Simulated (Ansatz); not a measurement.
# GaP (F-43m): the PBE gap against the k mesh of the density

Aim: see how gap, energy and time of GaP (F-43m) follow the k mesh of the density.

Program: Ansatz 0.2.0. Level of theory: DFT, PBE, plane waves, PAW. Results are calculated unless marked as measured.

## 1. Starting point

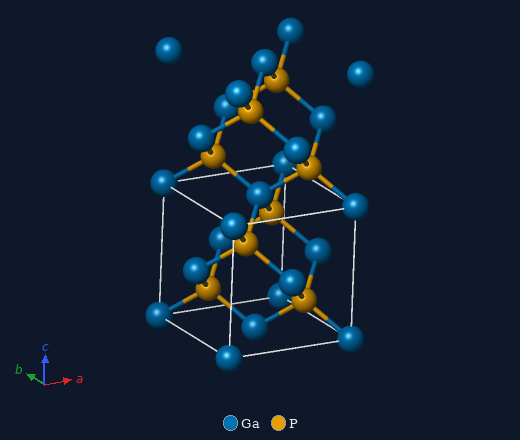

The cell as given, slightly off an axis (gallium blue, phosphorus orange). 1×1×2 cells are drawn. This picture shows the conventional cell, with its axes. Bonds to atoms that aren't drawn are left out. Some periodic images of atoms are drawn too.

Structure file:

```cif
data_structure
_symmetry_space_group_name_H-M 'F-43m'
_symmetry_Int_Tables_number 216
_cell_length_a 5.4505
_cell_length_b 5.4505
_cell_length_c 5.4505
_cell_angle_alpha 90.000
_cell_angle_beta 90.000
_cell_angle_gamma 90.000
_cell_volume 161.92
loop_
_atom_site_label
_atom_site_type_symbol
_atom_site_symmetry_multiplicity
_atom_site_Wyckoff_symbol
_atom_site_fract_x
_atom_site_fract_y
_atom_site_fract_z
_atom_site_occupancy
Ga1 Ga 4 a 0.00000 0.00000 0.00000 1
P1 P 4 d 0.25000 0.25000 0.75000 1
```

The cell and positions come from the Crystallography Open Database and are kept as given unless a step says otherwise. The default PAW set here is soft_2. Its files were made with PBE.

## 2. k mesh of the density: 2×2×2

File input.yaml:

```yaml
crystal:
  lattice:
    - [0.0, 2.72525, 2.72525]
    - [2.72525, 0.0, 2.72525]
    - [2.72525, 2.72525, 0.0]
  atoms:
    - { symbol: Ga, position: [0.0, 0.0, 0.0] }
    - { symbol: P, position: [0.25, 0.25, 0.25] }
kpoints:
  mp_grid: { grid: [2, 2, 2] }
  band_path:
    path:
      - [0.0, 0.0, 0.0]
      - [-0.5, -0.5, 0.0]
      - [-0.375, -0.375, 0.25]
      - [-0.375, 0.0, 0.375]
      - [0.0, 0.0, 0.5]
      - [-0.5, -0.25, 0.25]
      - [-0.45, -0.45, 0.0]
    npoints: 1
hamiltonian:
  xc: pbe
scf:
  occupations: { method: fixed }
  n_extra_bands: 4
output:
  eigenvalues: true
```

Run with:

```bash
$ ansatz run input.yaml --threads 2 --pin off --max-ram 92160MiB --backend cuda --events-out ev --progress --plain --runs-dir out --devices 1 --max-vram 13GiB  # rebuilt from the run's record
```

Numbers of over 12 decimals in the logs are rounded to 6 here.

Output:

```text
scf.n_extra_bands = 4 over 9 filled bands (N_el = 18.0): the run solves 13 bands
GPUs: using 1 of 1 available (devices: 1).
Engine: ansatz 0.2.0, x86_64-unknown-linux-gnu
Pseudopotentials: kind: paw
Pseudopotential: Ga, paw, valence charge 13, recommended cutoff 420 eV (normal), Ga.paw.azcp
Pseudopotential: P, paw, valence charge 5, recommended cutoff 420 eV (normal), P.paw.azcp
Functional definition: PBE
  parameter kappa = 0.804
  parameter beta = 0.066725
  exchange = pbe_x(kappa = kappa, mu = beta*pi^2/3)
  correlation = pbe_c(beta = beta)
device memory: the entry about to start is reckoned to put 0.9 GiB on a device that reports 61.9 GiB free (of which the cap on the GPU budget leaves the run 13.0 GiB)
GPU FFT provider: cuFFT
GPU libraries: cuBLAS 13.8.2, cuFFT 12.4.0, cuSOLVER 12.3.4
Crystal: 2 atoms, lattice volume = 40.481 Å³
Basis set: ecut = 420 eV, 749 PW (Γ)
Bands: 13, of which v1, the nominal top of the filled ones, is band 9 counted from 1 (8 counted from 0)
Symmetry: 24 space group operations
Space group: F-43m (ITA 216), of the structure as read, at distance tolerance 3.4e-5 Å
k-points: 3 of 8
Non-local potential: Ga, projectors of the file, l = 0: 2, l = 1: 2, l = 2: 3, l = 3: 1
Non-local potential: P, projectors of the file, l = 0: 2, l = 1: 2, l = 2: 2
PAW form: soft (Blöchl's): semilocal exchange-correlation on the pseudo side does not see the compensation charge
PAW one-centre angular grid: Ga, 590 points (default); XC on 64 Gauss nodes
PAW one-centre angular grid: P, 110 points (default); XC on 64 Gauss nodes
Initial density: superposition of atomic densities (neutral atoms: chi_scale 0, normalization atom), corrected by the library's trained network
Initial wavefunctions: pseudopotential atomic-orbital guess
GPU buffer pool allocated for 19683 grid points (all kernels)
GPU transforms: local potential and band sums: pruned to the plane-wave sphere, on 25×25×25
Functional: x = pbe(κ = 0.804, μ = 0.219515), c = pbe(β = 0.066725)
SCF iter   1: F=—  HF=-4537.364084 eV  |F-HF|=—  |Δ(HF+E_count)|=         —  Δρ=1.71e-2  dr2=1.75e-1  ethr=1.77e-3  ⟨swp⟩=5.0  Hψ=208  notcnv=0  defer=5
preconditioner: auto → none  [insulator: Δε(μ)=1.644 eV  Ē_g=15.357 eV  n_scr=14 (ndim 8)  ℏωp=24.8 eV  f_vac=0.011  ε∞_Penn≈3.6]
SCF iter   2: F=—  HF=-4537.317363 eV  |F-HF|=—  |Δ(HF+E_count)|=   4.67e-2  Δρ=5.69e-3  dr2=1.17e-2  ethr=9.72e-4  ⟨swp⟩=2.3  Hψ=77  notcnv=0  defer=3
SCF iter   3: F=—  HF=-4537.317975 eV  |F-HF|=—  |Δ(HF+E_count)|=   6.12e-4  Δρ=2.20e-3  dr2=1.85e-3  ethr=6.52e-5  ⟨swp⟩=3.3  Hψ=79  notcnv=0  defer=4
SCF iter   4: F=—  HF=-4537.318787 eV  |F-HF|=—  |Δ(HF+E_count)|=   8.12e-4  Δρ=9.49e-4  dr2=2.10e-4  ethr=1.03e-5  ⟨swp⟩=2.7  Hψ=78  notcnv=0  defer=5
SCF iter   5: F=—  HF=-4537.318708 eV  |F-HF|=—  |Δ(HF+E_count)|=   7.91e-5  Δρ=1.86e-4  dr2=7.87e-6  ethr=1.17e-6  ⟨swp⟩=2.0  Hψ=75  notcnv=0  defer=3
SCF iter   6: F=—  HF=-4537.318618 eV  |F-HF|=—  |Δ(HF+E_count)|=   8.94e-5  Δρ=2.36e-5  dr2=1.07e-7  ethr=4.37e-8  ⟨swp⟩=2.0  Hψ=53  notcnv=0  defer=2
SCF iter   7: F=-4537.318618 eV  HF=-4537.318618 eV  |F-HF|=1.38e-9  |Δ(HF+E_count)|=   3.44e-8  Δρ=1.53e-6  dr2=9.03e-10  ethr=5.56e-10  ⟨swp⟩=6.3  Hψ=198  notcnv=0
SCF 1 converged in 7 iterations: F = -4537.318618 eV  dr2 = 9.03e-10
[...]
device memory: the entry about to start is reckoned to put 0.5 GiB on a device that reports 69.5 GiB free (of which the cap on the GPU budget leaves the run 13.0 GiB)
NSCF: frozen V_eff on 7 k-points
SCF converged after 7 iterations
Free energy (F): -4537.318618 eV
Harris-Foulkes:  -4537.318618 eV  (|F-HF|=1.38e-9)
Internal energy: -4537.318618 eV  (E = F + TS)
E sigma→0 (E₀):  -4537.318618 eV
Fermi energy:    7.453565 eV
--- Per-component energies (eV) ---
  E_band       = -53.869582
  E_kinetic    = 191.180026
  E_local      = -2206.244948  (includes V_loc(G=0)·N_el)
  E_nonlocal   = 460.832932
  E_hartree    = 1021.860111
  E_xc         = -131.137669
  E_vxc        = -119.570199  (∫ρ·V_xc dr)
  E_paw        = -2561.164021  (= ΣΔE_a)
  E_vpaw       = -423.786564  (= ΣTr[D̂ρ^β])
  E_aug_tail   = -0.000105  (compensation charges beyond the density's cutoff)
  E_ewald      = -1312.644944
  E_smearing   = -0.000000  (= −TS)
  E_closure    = 0.000000  (closes the sum)
  Σ components = -4537.318618   (vs F -4537.318618, Δ=0.00e0)
--- Band table (eV) ---
  k-point 0: bands = [... 5 lower, -5.1053, 7.4536, 7.4536, 7.4536, 9.2159, 11.0990, 11.0990, 11.0990]
  k-point 1: bands = [... 5 lower, -2.9972, 0.6565, 6.2843, 6.2843, 8.9885, 11.9490, 11.9490, 15.6345]
  k-point 2: bands = [... 5 lower, -2.0420, 0.4969, 4.6719, 4.6719, 8.9161, 9.1204, 17.8977, 17.8977]
```

The job ended after 2.2 s (1 × NVIDIA H100 80GB HBM3 (shared by 6 runs) with 2 threads of AMD EPYC 7R13 (Zen 3), shared host; peak memory 0.88 GiB).

Reading the cycles: dr2 is the Hartree energy of the density residual (eV), the measure of convergence; HF is the Harris–Foulkes estimate of the energy, which meets the free energy F at convergence.

Numbers from this step:

| Quantity | Value |
| --- | --- |
| gap | 1.418 eV |
| valence top at | Γ |
| conduction bottom at | k = (-0.450, -0.450, 0.000) |
| least direct gap | 1.762 eV |

The gap is indirect, with the least direct gap 0.34 eV higher.

## 3. k mesh of the density: 4×4×4

input.yaml, as its differences from that of step 2:

```diff
@@ -9,3 +9,3 @@
 kpoints:
-  mp_grid: { grid: [2, 2, 2] }
+  mp_grid: { grid: [4, 4, 4] }
   band_path:
@@ -27 +27,5 @@
   eigenvalues: true
+  write_density: true
+  write_potential: true
+  elf: true
+  volumetric_format: npy
```

Output:

```text
[...]
GPUs: using 1 of 1 available (devices: 1).
[...]
GPU FFT provider: cuFFT
GPU libraries: cuBLAS 13.8.2, cuFFT 12.4.0, cuSOLVER 12.3.4
Crystal: 2 atoms, lattice volume = 40.481 Å³
Basis set: ecut = 420 eV, 749 PW (Γ)
Bands: 13, of which v1, the nominal top of the filled ones, is band 9 counted from 1 (8 counted from 0)
Symmetry: 24 space group operations
[...]
Fermi energy:    7.131628 eV
[...]
--- Band table (eV; the first three rows and the last of 8) ---
  k-point 0: bands = [... 5 lower, -5.3690, 7.1316, 7.1316, 7.1316, 8.9509, 10.9864, 10.9864, 10.9864]
  k-point 1: bands = [... 5 lower, -4.5925, 3.2440, 6.4645, 6.4645, 9.2706, 11.8439, 11.8439, 13.4732]
  k-point 2: bands = [... 5 lower, -3.2973, 0.4779, 6.0070, 6.0070, 8.7872, 11.8176, 11.8176, 15.3976]
  k-point 7: bands = [... 5 lower, -2.2986, 0.5580, 3.5434, 3.6948, 11.8190, 11.9815, 13.2063, 13.2586]
[key lines of the parts left out:]
SCF converged after 6 iterations
Free energy (F): -4539.408063 eV
```

Wall time 4.1 s (1 × NVIDIA H100 80GB HBM3 (shared by 6 runs) with 2 threads); peak memory 0.9 GiB.

This step gave:

| Item | Value |
| --- | --- |
| gap | 1.578 eV |
| valence top at | Γ |
| conduction bottom at | k = (-0.450, -0.450, 0.000) |
| least direct gap | 1.819 eV |

The gap is 1.578 eV, +0.160 eV from the run before at this level.

## 4. k mesh of the density: 8×8×8 (the default)

input.yaml, the sections that differ from step 3:

```yaml
kpoints:
  mp_grid: { grid: [8, 8, 8] }
  band_path:
    path:
      - [[0.0, 0.0, 0.0], [-0.5, -0.5, 0.0], [-0.375, -0.375, 0.25]]
      - [[-0.375, 0.0, 0.375], [0.0, 0.0, 0.0], [0.0, 0.0, 0.5], [-0.5, -0.25, 0.25], [-0.5, -0.5, 0.0]]
    npoints: 10
scf:
  occupations: { method: fermi_dirac, width: 0.02 }
  n_extra_bands: 4
# crystal, hamiltonian, output: as in step 3
```

Output:

```text
[...]
GPUs: using 1 of 1 available (devices: 1).
[...]
GPU FFT provider: cuFFT
GPU libraries: cuBLAS 13.8.2, cuFFT 12.4.0, cuSOLVER 12.3.4
Crystal: 2 atoms, lattice volume = 40.481 Å³
Basis set: ecut = 420 eV, 749 PW (Γ)
Bands: 13, of which v1, the nominal top of the filled ones, is band 9 counted from 1 (8 counted from 0)
Symmetry: 24 space group operations
[...]
Fermi energy:    7.896718 eV
[...]
--- Band table (eV; the first three rows and the last of 29) ---
  k-point 0: bands = [... 5 lower, -5.4064, 7.0860, 7.0860, 7.0860, 8.9143, 10.9710, 10.9710, 10.9710]
  k-point 1: bands = [... 5 lower, -5.2039, 5.4583, 6.8561, 6.8561, 9.5377, 11.3201, 11.3201, 11.5529]
  k-point 2: bands = [... 5 lower, -4.6303, 3.2111, 6.4234, 6.4234, 9.2434, 11.8254, 11.8254, 13.4328]
  k-point 28: bands = [... 5 lower, -2.3485, 0.5382, 3.5112, 3.6661, 11.7870, 11.9484, 13.1883, 13.2302]
[key lines of the parts left out:]
SCF converged after 6 iterations
Free energy (F): -4539.547886 eV
```

The job ended after 2.5 s (1 × NVIDIA H100 80GB HBM3 (shared by 6 runs) with 2 threads; peak memory 0.91 GiB).

Numbers from this step:

```
gap                  : 1.603 eV
valence top at       : Γ
conduction bottom at : k = (-0.450, -0.450, 0.000)
least direct gap     : 1.828 eV
```

The gap is 1.603 eV, +0.025 eV from the run before at this level.

## 5. k mesh of the density: 10×10×10

input.yaml, the sections that differ from step 4:

```yaml
kpoints:
  mp_grid: { grid: [10, 10, 10] }
  band_path:
    path:
      - [0.0, 0.0, 0.0]
      - [-0.5, -0.5, 0.0]
      - [-0.375, -0.375, 0.25]
      - [-0.375, 0.0, 0.375]
      - [0.0, 0.0, 0.5]
      - [-0.5, -0.25, 0.25]
      - [-0.45, -0.45, 0.0]
    npoints: 1
scf:
  occupations: { method: fixed }
  n_extra_bands: 4
output:
  eigenvalues: true
# crystal, hamiltonian: as in step 4
```

Output:

```text
[...]
GPUs: using 1 of 1 available (devices: 1).
[...]
GPU FFT provider: cuFFT
GPU libraries: cuBLAS 13.8.2, cuFFT 12.4.0, cuSOLVER 12.3.4
Crystal: 2 atoms, lattice volume = 40.481 Å³
Basis set: ecut = 420 eV, 749 PW (Γ)
Bands: 13, of which v1, the nominal top of the filled ones, is band 9 counted from 1 (8 counted from 0)
Symmetry: 24 space group operations
[...]
Fermi energy:    7.084723 eV
[...]
--- Band table (eV; the first three rows and the last of 47) ---
  k-point 0: bands = [... 5 lower, -5.4074, 7.0847, 7.0847, 7.0847, 8.9134, 10.9706, 10.9706, 10.9706]
  k-point 1: bands = [... 5 lower, -5.2771, 5.9009, 6.9303, 6.9303, 9.4822, 11.2071, 11.2071, 11.2964]
  k-point 2: bands = [... 5 lower, -4.8999, 4.0929, 6.5955, 6.5955, 9.4098, 11.6651, 11.6651, 12.6243]
  k-point 46: bands = [... 5 lower, -2.3590, 0.5153, 3.5858, 3.7242, 11.1719, 11.3342, 13.8914, 13.9102]
[key lines of the parts left out:]
SCF converged after 6 iterations
Free energy (F): -4539.549882 eV
```

The job ended after 2.7 s (1 × NVIDIA H100 80GB HBM3 (shared by 6 runs) with 2 threads; peak memory 0.88 GiB).

This step gave:

- gap: 1.604 eV
- valence top at: Γ
- conduction bottom at: k = (-0.450, -0.450, 0.000)
- least direct gap: 1.829 eV

The gap is 1.604 eV, +0.001 eV from the run before at this level.

## 6. The series

Differences are against the last row; a negative gap means that bands overlap, and a run with a band path holds that path's time. Times are wall times on 1 × NVIDIA H100 80GB HBM3 (shared by 6 runs) with 2 threads of AMD EPYC 7R13 (Zen 3), shared host, good to a factor of about two.

```csv
k mesh of the density,gap (eV),direct gap (eV),gap error (eV),energy error (meV/atom),irreducible k,time
2×2×2,1.418,1.762,−0.186,+1115.6,3,2.2 s
4×4×4,1.578,1.819,−0.025,+70.9,8,4.1 s
8×8×8,1.603,1.828,−0.001,+1.0,29,2.5 s
10×10×10,1.604,1.829,+0.000,+0.0,47,2.7 s
```

## 7. Outcome

- 2×2×2: 1.418 eV
- 4×4×4: 1.578 eV
- 8×8×8: 1.603 eV
- 10×10×10: 1.604 eV

What this shows: The gap holds to 0.02 eV from 8×8×8 on. At 2×2×2 the gap is off by −0.186 eV and the energy by +1116 meV/atom. The gap is read over the mesh and added points near the edges, so meshes differ mainly through the density and, for a hybrid, the exchange operator.

[Paths, hosts, dates, memory and timing lines, banners, echoed tables and standing remarks are left out of the program output.]

[Logs are printed without paths, hosts, clocks, repeated set-up lines and the standing remarks that a program may print on its own settings, such as how far it seeks lower states.]

[Runs of the session that timed out or met a known fault of the program may be left out.]

[Cells called generated may have been cut or substituted from an entry of the Crystallography Open Database or the Materials Project.]

[Hosts, paths, dates, database ids (printed as entryN), source tags and the programs' standing remarks are cut or masked in the printed files.]
